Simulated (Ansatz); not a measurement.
## Geometry relaxation of Al

System: Al (Immm, 1 atom in the cell).
Method: DFT PBE, scalar-relativistic, plane waves, PAW, no spin polarisation (Ansatz 0.2.0).

The structure was made by a generator, so it may or may not be a known phase.

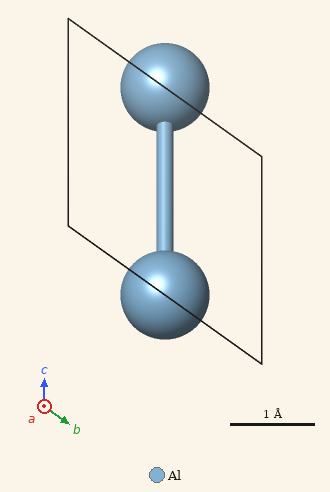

The structure as given in the input (ball-and-stick view of the cell of the calculation, along the a axis).

### Summary

| quantity | value |
| --- | --- |
| outcome | converged |
| space group (tolerance 0.01 Å) | Immm (71) → Fm-3m (225) |
| electrons treated | 3 |
| free energy | −537.5047 eV |
| Fermi energy | 7.953 eV |
| gap on the k-point mesh | none (metallic) |
| pressure | −0.03 GPa |
| final volume | 16.50 Å³ |
| largest force (length of the vector) at the end | under 0.001 eV/Å |
| final cell | a = 2.858 Å, b = 2.858 Å, c = 2.858 Å, α = 119.98°, β = 119.99°, γ = 90.02° |
| hardware | 1 thread of Arm Neoverse V2, 24 GiB of memory available, shared host |
| wall time | 82 s |
| peak memory | 0.68 GiB |

### The input
```yaml
crystal:
  lattice:
    - [-1.4225779611, 1.4410909764, 2.0107268781]
    - [1.4225779611, -1.4410909764, 2.0107268781]
    - [1.4225779611, 1.4410909764, -2.0107268781]
  atoms:
    - { symbol: Al, position: [0.5, 0.5, 0.0] }
basis:
  ecutwfc: 420
kpoints:
  mp_grid: { grid: [26, 26, 26] }
hamiltonian:
  xc: pbe
scf:
  occupations: { method: gaussian, width: 0.1 }
output:
  forces: true
  stress: true
  eigenvalues: true
  write_density: true
  write_potential: true
  elf: true
  volumetric_format: npy
relax:
  adjacent_minimum: "off"
  f_tol: 0.01
  max_steps: 80
  cell: { stress_tol: 0.05 }
```

Launch command:
```bash
ansatz run input.yaml --threads 1 --pin off --max-ram 2560MiB --backend cpu --events-out ev --progress --plain --runs-dir out
```

### Output
```
Engine: ansatz 0.2.0, aarch64-unknown-linux-gnu
Pseudopotentials: kind: paw
Pseudopotential: Al, paw, valence charge 3, recommended cutoff 420 eV (normal), Al.paw.azcp
Functional definition: PBE
  parameter kappa = 0.804
  parameter beta = 0.06672455060314922
  exchange = pbe_x(kappa = kappa, mu = beta*pi^2/3)
  correlation = pbe_c(beta = beta)
Crystal: 1 atoms, lattice volume = 16.488 Å³
Basis set: ecut = 420 eV, 331 PW (Γ), exchange–correlation on 40×40×40 points (8 copies of the dense FFT grid, shifted against one another)
Bands: 6, of which v1, the nominal top of the filled ones, is band 2 counted from 1 (1 counted from 0)
Symmetry: 8 space group operations
Space group: Immm (ITA 71), of the structure as read, at distance tolerance 2.5e-5 Å
k-points: 2471 of 17576
Non-local potential: Al, projectors of the file, l = 0: 2, l = 1: 2, l = 2: 1
PAW form: soft (Blöchl's): semilocal exchange-correlation on the pseudo side does not see the compensation charge
PAW one-centre angular grid: Al, 110 points (default); XC on 64 Gauss nodes
Initial density: superposition of atomic densities (neutral atoms: chi_scale 0, normalization atom), corrected by the library's trained network
Initial wavefunctions: pseudopotential atomic-orbital guess
Functional: x = pbe(κ = 0.804, μ = 0.2195149727645171), c = pbe(β = 0.06672455060314922)
SCF iter   1: F=—  HF=-537.504201 eV  |F-HF|=—  |Δ(HF+E_count)|=         —  Δρ=4.80e-4  dr2=1.34e-5  ethr=1.77e-3  ⟨swp⟩=4.7  Hψ=125482  notcnv=0
preconditioner: auto → none  [metal: Δε(μ)=0.001 eV  Ē_g=13.199 eV  σ=0.100 eV  W_gap=0.01  n_scr=0 (ndim 8)  ℏωp=15.8 eV  f_vac=0.000  D(μ)=0.38/eV (n_scr^D=0)]
SCF iter   2: F=—  HF=-537.504243 eV  |F-HF|=—  |Δ(HF+E_count)|=   4.13e-5  Δρ=2.42e-4  dr2=3.16e-6  ethr=4.47e-7  ⟨swp⟩=2.0  Hψ=37884  notcnv=0  defer=3
iter 3 did not close the SCF: its close was put off for the readings that it lacked (scf_convergence_deferred on its scf_iter line)
SCF iter   3: F=-537.504253 eV  HF=-537.504253 eV  |F-HF|=5.85e-10  |Δ(HF+E_count)|=   1.00e-5  Δρ=1.51e-5  dr2=3.33e-8  ethr=1.05e-7  ⟨swp⟩=2.0  Hψ=17375  notcnv=0  defer=3
iter 4 did not close the SCF: its close was put off for the readings that it lacked (scf_convergence_deferred on its scf_iter line)
SCF iter   4: F=-537.504253 eV  HF=-537.504253 eV  |F-HF|=7.93e-10  |Δ(HF+E_count)|=   1.08e-9  Δρ=4.91e-6  dr2=4.02e-9  ethr=1.11e-9  ⟨swp⟩=1.0  Hψ=13710  notcnv=0  defer=3
iter 5 did not close the SCF: its close was put off for the readings that it lacked (scf_convergence_deferred on its scf_iter line)
SCF iter   5: F=-537.504253 eV  HF=-537.504253 eV  |F-HF|=1.14e-13  |Δ(HF+E_count)|=  7.06e-10  Δρ=1.06e-7  dr2=1.72e-12  ethr=1.34e-10  ⟨swp⟩=1.0  Hψ=13710  notcnv=0  defer=3
SCF iter   6: F=-537.504253 eV  HF=-537.504253 eV  |F-HF|=1.14e-13  |Δ(HF+E_count)|=  1.93e-12  Δρ=1.80e-8  dr2=5.54e-14  ethr=1.00e-12  ⟨swp⟩=4.1  Hψ=55418  notcnv=0
SCF 1 converged in 6 iterations: F = -537.504253 eV  dr2 = 5.54e-14
  greatest PAW one-centre occupation: 0.446 electrons in one spin orbital (limit 2), on the Al atom at site 0 (counted from 0), in its partial waves of l = 0
relax step   1: F+E_penalty+E_count = -537.50425282 eV  Δ(F+E_penalty+E_count) = +0.000e0 eV  max|allowed force component| = 0.000e0 eV/Å  Δτ_max = 0.0000 Å  P = +0.046 GPa  Ω = 16.488 Å³  (6 SCF iters, accepted)
Crystal: 1 atoms, lattice volume = 16.495 Å³
Initial density: handed on by an earlier stage of this run
Initial wavefunctions: those handed on with the density
iter 1 solved again at ethr=1.03e-6 eV; its pass at ethr=3.10e-3 eV (dr2=3.08e-5 eV) is discarded
SCF iter   1: F=—  HF=-537.504634 eV  |F-HF|=—  |Δ(HF+E_count)|=         —  Δρ=3.86e-4  dr2=2.99e-5  ethr=1.03e-6  ⟨swp⟩=2.1  Hψ=139909  notcnv=0
preconditioner: auto → none  [metal: Δε(μ)=0.002 eV  Ē_g=13.197 eV  σ=0.100 eV  W_gap=0.01  n_scr=0 (ndim 8)  ℏωp=15.8 eV  f_vac=0.000  D(μ)=0.39/eV (n_scr^D=0)]
SCF iter   2: F=—  HF=-537.504650 eV  |F-HF|=—  |Δ(HF+E_count)|=   1.56e-5  Δρ=1.55e-4  dr2=4.75e-6  ethr=9.97e-7  ⟨swp⟩=1.0  Hψ=14826  notcnv=0
SCF iter   3: F=-537.504648 eV  HF=-537.504648 eV  |F-HF|=1.27e-9  |Δ(HF+E_count)|=   1.45e-6  Δρ=5.25e-6  dr2=2.15e-9  ethr=3.33e-9  ⟨swp⟩=5.5  Hψ=57569  notcnv=0
SCF 2 converged in 3 iterations: F = -537.504648 eV  dr2 = 2.15e-9
relax step   2: F+E_penalty+E_count = -537.50464808 eV  Δ(F+E_penalty+E_count) = -3.953e-4 eV  max|allowed force component| = 0.000e0 eV/Å  Δτ_max = 0.0000 Å  P = +0.003 GPa  Ω = 16.495 Å³  energy of the carried Pulay correction = -4.335e-6 eV  (3 SCF iters, dr2 threshold 1.00e-7 eV, accepted)
Crystal: 1 atoms, lattice volume = 16.490 Å³
iter 1 solved again at ethr=3.09e-7 eV; its pass at ethr=3.10e-3 eV (dr2=9.26e-6 eV) is discarded
SCF iter   1: F=—  HF=-537.504686 eV  |F-HF|=—  |Δ(HF+E_count)|=         —  Δρ=2.12e-4  dr2=9.02e-6  ethr=3.09e-7  ⟨swp⟩=2.0  Hψ=137938  notcnv=0
preconditioner: auto → none  [metal: Δε(μ)=0.001 eV  Ē_g=13.198 eV  σ=0.100 eV  W_gap=0.01  n_scr=0 (ndim 8)  ℏωp=15.8 eV  f_vac=0.000  D(μ)=0.39/eV (n_scr^D=0)]
SCF iter   2: F=—  HF=-537.504707 eV  |F-HF|=—  |Δ(HF+E_count)|=   2.11e-5  Δρ=8.54e-5  dr2=1.43e-6  ethr=3.01e-7  ⟨swp⟩=1.0  Hψ=14826  notcnv=0
SCF iter   3: F=-537.504707 eV  HF=-537.504707 eV  |F-HF|=4.52e-10  |Δ(HF+E_count)|=   4.32e-7  Δρ=3.12e-6  dr2=7.55e-10  ethr=3.33e-9  ⟨swp⟩=5.1  Hψ=54404  notcnv=0
SCF 3 converged in 3 iterations: F = -537.504707 eV  dr2 = 7.55e-10
relax step   3: F+E_penalty+E_count = -537.50470673 eV  Δ(F+E_penalty+E_count) = -5.865e-5 eV  max|allowed force component| = 0.000e0 eV/Å  Δτ_max = 0.0000 Å  P = +0.025 GPa  Ω = 16.490 Å³  energy of the carried Pulay correction = -2.829e-6 eV  (3 SCF iters, dr2 threshold 1.00e-7 eV, accepted)
Initial wavefunctions: pseudopotential atomic-orbital guess (no wavefunctions were taken with the density)
iter 1 solved again at ethr=4.24e-9 eV; its pass at ethr=3.10e-3 eV (dr2=1.27e-7 eV) is discarded
SCF iter   1: F=—  HF=-537.504693 eV  |F-HF|=—  |Δ(HF+E_count)|=         —  Δρ=9.36e-6  dr2=1.79e-9  ethr=4.24e-9  ⟨swp⟩=3.1  Hψ=171136  notcnv=0
SCF iter   2: F=—  HF=-537.504716 eV  |F-HF|=—  |Δ(HF+E_count)|=   2.35e-5  Δρ=4.73e-6  dr2=4.74e-10  ethr=5.97e-11  ⟨swp⟩=2.0  Hψ=18623  notcnv=0
SCF iter   3: F=-537.504716 eV  HF=-537.504716 eV  |F-HF|=9.55e-12  |Δ(HF+E_count)|=   3.70e-9  Δρ=2.92e-7  dr2=4.61e-12  ethr=1.00e-12  ⟨swp⟩=3.3  Hψ=56921  notcnv=0
SCF 4 converged in 3 iterations: F = -537.504716 eV  dr2 = 4.61e-12
relax step   4: F+E_penalty+E_count = -537.50471638 eV  Δ(F+E_penalty+E_count) = -9.650e-6 eV  max|allowed force component| = 0.000e0 eV/Å  Δτ_max = 0.0000 Å  P = +0.026 GPa  Ω = 16.490 Å³  stress off target by 5.43e-2 GPa  SCF on the basis re-selected at this cell (its energy is not comparable with the rows above)  (3 SCF iters)
basis re-selected at this cell: Δ(F+E_penalty+E_count) = -9.650e-6 eV, ΔP = +0.001 GPa vs the last step (what re-selecting the basis moved, of the pressure what is left beyond the Pulay correction that the steps carried, after the strain that the cell walked since its last selection, with what the two solves' SCF thresholds leave and, on support functions, any second-order correction that the steps lacked; it is no measure of the basis error at this ecutwfc). This SCF's stress stands 5.43e-2 GPa from its target on what of the cell is left free (relax.cell.stress_tol is 5.00e-2 GPa) and its largest allowed force component is 0.00e0 eV/Å (relax.f_tol is 1.00e-2 eV/Å): not within both, so this SCF does not close the relaxation
Crystal: 1 atoms, lattice volume = 16.502 Å³
iter 1 solved again at ethr=4.88e-9 eV; its pass at ethr=3.10e-3 eV (dr2=1.46e-7 eV) is discarded
SCF iter   1: F=—  HF=-537.504688 eV  |F-HF|=—  |Δ(HF+E_count)|=         —  Δρ=2.93e-5  dr2=1.49e-7  ethr=4.88e-9  ⟨swp⟩=2.5  Hψ=138778  notcnv=0
preconditioner: auto → none  [metal: Δε(μ)=0.001 eV  Ē_g=13.192 eV  σ=0.100 eV  W_gap=0.01  n_scr=0 (ndim 8)  ℏωp=15.8 eV  f_vac=0.000  D(μ)=0.39/eV (n_scr^D=0)]
SCF iter   2: F=—  HF=-537.504712 eV  |F-HF|=—  |Δ(HF+E_count)|=   2.35e-5  Δρ=1.33e-5  dr2=2.97e-8  ethr=4.88e-9  ⟨swp⟩=1.0  Hψ=14826  notcnv=0
SCF iter   3: F=-537.504712 eV  HF=-537.504712 eV  |F-HF|=3.98e-12  |Δ(HF+E_count)|=   2.24e-8  Δρ=6.18e-7  dr2=4.50e-11  ethr=2.46e-10  ⟨swp⟩=5.3  Hψ=39061  notcnv=0
SCF 5 converged in 3 iterations: F = -537.504712 eV  dr2 = 4.50e-11
relax step   5: F+E_penalty+E_count = -537.50471187 eV  Δ(F+E_penalty+E_count) = +4.508e-6 eV  max|allowed force component| = 0.000e0 eV/Å  Δτ_max = 0.0000 Å  P = -0.032 GPa  Ω = 16.502 Å³  energy of the carried Pulay correction = -5.645e-6 eV  (3 SCF iters, dr2 threshold 7.38e-9 eV, accepted)
iter 1 solved again at ethr=4.13e-9 eV; its pass at ethr=3.10e-3 eV (dr2=1.24e-7 eV) is discarded
SCF iter   1: F=—  HF=-537.504694 eV  |F-HF|=—  |Δ(HF+E_count)|=         —  Δρ=1.44e-6  dr2=1.11e-10  ethr=4.13e-9  ⟨swp⟩=3.1  Hψ=171118  notcnv=0
SCF iter   2: F=-537.504717 eV  HF=-537.504717 eV  |F-HF|=2.71e-11  |Δ(HF+E_count)|=   2.36e-5  Δρ=4.66e-7  dr2=9.50e-12  ethr=1.00e-12  ⟨swp⟩=4.0  Hψ=69845  notcnv=0
SCF 6 converged in 2 iterations: F = -537.504717 eV  dr2 = 9.50e-12
relax step   6: F+E_penalty+E_count = -537.50471749 eV  Δ(F+E_penalty+E_count) = -5.614e-6 eV  max|allowed force component| = 0.000e0 eV/Å  Δτ_max = 0.0000 Å  P = -0.032 GPa  Ω = 16.502 Å³  stress off target by 4.20e-2 GPa  SCF on the basis re-selected at this cell (its energy is not comparable with the rows above)  (2 SCF iters)
```

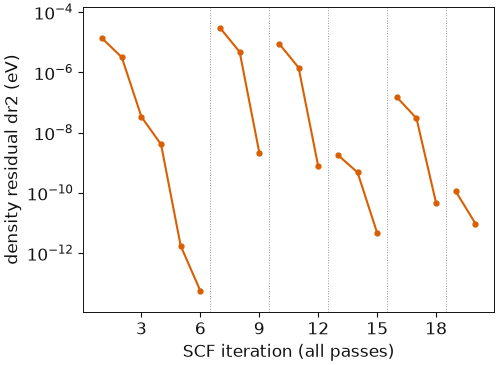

Convergence of the self-consistent field: density residual dr2 against the SCF iteration. The dotted lines part the SCF passes of the relaxation: geometry steps, rejected trials and re-solves on a re-selected basis. The 6 passes take 2 to 6 iterations each, 20 in all.

```
basis re-selected at this cell: Δ(F+E_penalty+E_count) = -5.614e-6 eV, ΔP = +0.000 GPa vs the last step (what re-selecting the basis moved, of the pressure what is left beyond the Pulay correction that the steps carried, after the strain that the cell walked since its last selection, with what the two solves' SCF thresholds leave and, on support functions, any second-order correction that the steps lacked; it is no measure of the basis error at this ecutwfc). This SCF's stress stands 4.20e-2 GPa from its target on what of the cell is left free (relax.cell.stress_tol is 5.00e-2 GPa) and its largest allowed force component is 0.00e0 eV/Å (relax.f_tol is 1.00e-2 eV/Å): within both
SCF converged after 2 iterations
Free energy (F): -537.504717 eV
Harris-Foulkes:  -537.504717 eV  (|F-HF|=2.71e-11)
Internal energy: -537.502766 eV  (E = F + TS)
E sigma→0 (E₀):  -537.503742 eV
Entropy (-TS):   -0.001952 eV (-1.952 meV/atom)
Fermi energy:    7.952923 eV
--- Per-component energies (eV) ---
  E_band       = 10.564940
  E_kinetic    = 22.761132
  E_local      = 9.894417  (includes V_loc(G=0)·N_el)
  E_nonlocal   = 10.314986
  E_hartree    = 0.103973
  E_xc         = -39.730070
  E_vxc        = -28.954814  (∫ρ·V_xc dr)
  E_paw        = -467.335406  (= ΣΔE_a)
  E_vpaw       = -3.658723  (= ΣTr[D̂ρ^β])
  E_aug_tail   = -0.000002  (compensation charges beyond the density's cutoff)
  E_ewald      = -73.511796
  E_smearing   = -0.001952  (= −TS)
  E_closure    = 0.000000  (closes the sum)
  Σ components = -537.504717   (vs F -537.504717, Δ=0.00e0)
--- Forces (eV/Å), atoms counted from 1 ---
  atom   1  Al     0.00000000     0.00000000    -0.00000000
  max |Σ_I F_I| component: 7.89e-31 eV/Å
--- Stress (GPa, compression-positive) ---
       -0.042006       0.000000       0.000000
        0.000000      -0.032113       0.000000
        0.000000       0.000000      -0.021973
  P = ⅓ Tr σ = -0.0320 GPa (-0.320 kbar)
--- Band table (eV; the first three rows and the last of 2471) ---
  k-point 0: bands = ["-3.1833", "20.4608", "20.4644", "20.4667", "22.0553", "22.0561"]
  k-point 1: bands = ["-3.1298", "19.8871", "19.8906", "20.0708", "21.9249", "22.7084"]
  k-point 2: bands = ["-2.9691", "18.9579", "18.9611", "19.2255", "21.5627", "23.8645"]
  k-point 2470: bands = ["5.0282", "6.3439", "13.1637", "13.5335", "13.5377", "16.9895"]
--- Relaxed structure (4 steps of the walk, 4 accepted, 2 SCFs on fresh bases) ---
  F+E_penalty+E_count = -537.50471749 eV   max|allowed force component| = 0.000e0 eV/Å   (the final SCF, on the basis selected at the relaxed cell)
  cell:  # Å, volume = 16.5022 Å³
    - [-1.4291171068073234, 1.428952362144304, 2.020203489966416]
    - [1.4291171068073234, -1.428952362144304, 2.020203489966416]
    - [1.4291171068073234, 1.428952362144304, -2.020203489966416]
  atoms:
    - { symbol: Al, position: [0.49999999999999994, 0.49999999999999994, -1.3043173433226377e-33] }
```

### Trajectory as extended XYZ (Å, eV, eV/Å), 6 frames, from step=1 to step=6
```
1
Lattice="-1.4226 1.4411 2.0107 1.4226 -1.4411 2.0107 1.4226 1.4411 -2.0107" Properties=species:S:1:pos:R:3:forces:R:3 step=1 energy=-537.50425 pressure_GPa=0.05
Al    0.0000    0.0000    2.0107    0.0000   0.0000   0.0000
1
Lattice="-1.4267 1.4334 2.0164 1.4267 -1.4334 2.0164 1.4267 1.4334 -2.0164" Properties=species:S:1:pos:R:3:forces:R:3 step=2 energy=-537.50465 pressure_GPa=0.00
Al    0.0000    0.0000    2.0164    0.0000   0.0000   0.0000
1
Lattice="-1.4288 1.4292 2.0188 1.4288 -1.4292 2.0188 1.4288 1.4292 -2.0188" Properties=species:S:1:pos:R:3:forces:R:3 step=3 energy=-537.50471 pressure_GPa=0.03
Al    0.0000    0.0000    2.0188    0.0000   0.0000   0.0000
1
Lattice="-1.4288 1.4292 2.0188 1.4288 -1.4292 2.0188 1.4288 1.4292 -2.0188" Properties=species:S:1:pos:R:3:forces:R:3 step=4 energy=-537.50472 pressure_GPa=0.03
Al    0.0000    0.0000    2.0188    0.0000   0.0000   0.0000
1
Lattice="-1.4291 1.4290 2.0202 1.4291 -1.4290 2.0202 1.4291 1.4290 -2.0202" Properties=species:S:1:pos:R:3:forces:R:3 step=5 energy=-537.50471 pressure_GPa=-0.03
Al    0.0000    0.0000    2.0202    0.0000   0.0000   0.0000
1
Lattice="-1.4291 1.4290 2.0202 1.4291 -1.4290 2.0202 1.4291 1.4290 -2.0202" Properties=species:S:1:pos:R:3:forces:R:3 step=6 energy=-537.50472 pressure_GPa=-0.03
Al    0.0000    0.0000    2.0202    0.0000   0.0000   0.0000
```

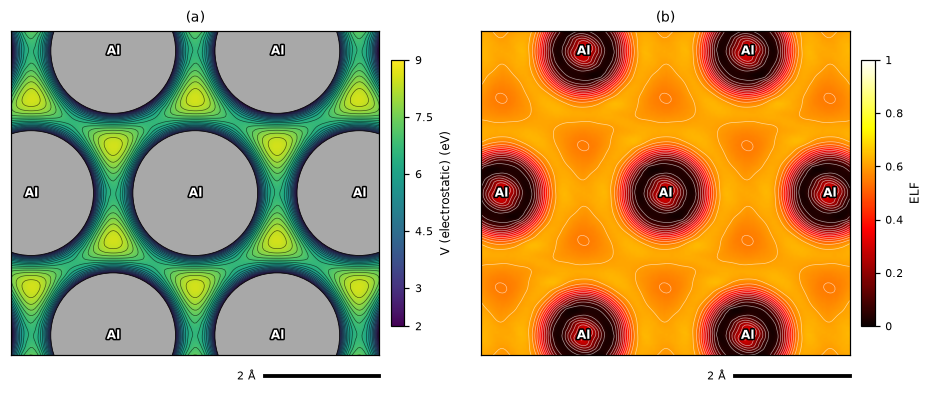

(a) electrostatic potential (local pseudopotential plus Hartree) felt by an electron; (b) ELF on the (111) plane of the conventional cell. Grey discs, where drawn, cover atomic cores. The plane passes through Al nuclei. Al–Al (2.86 Å): the ELF is about 0.60 at the midpoint (metallic bonding. Outside the cores the potential energy rises away from the atoms and is highest about 1.6 Å from the nearest atoms; outside the discs it spans about 6 eV, and its zero is arbitrary. The fields are those of the smooth PAW valence density.

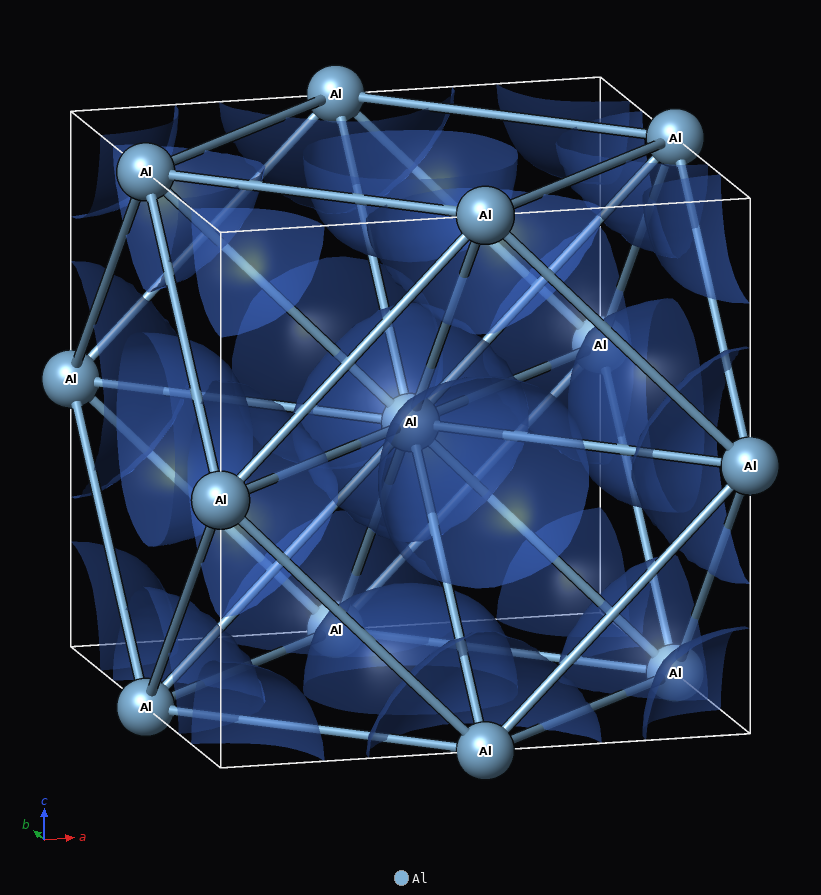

Isosurface of the electron localisation function at 0.45 (blue), seen slightly off an axis. Only the valence region is drawn (cores and ρ < 0.01 e/Å³ removed). Sticks mark near contacts. The outline is the cell set on symmetry axes. The ELF exceeds this value in one network that runs through the whole crystal, counted in one cell of 4 atoms.
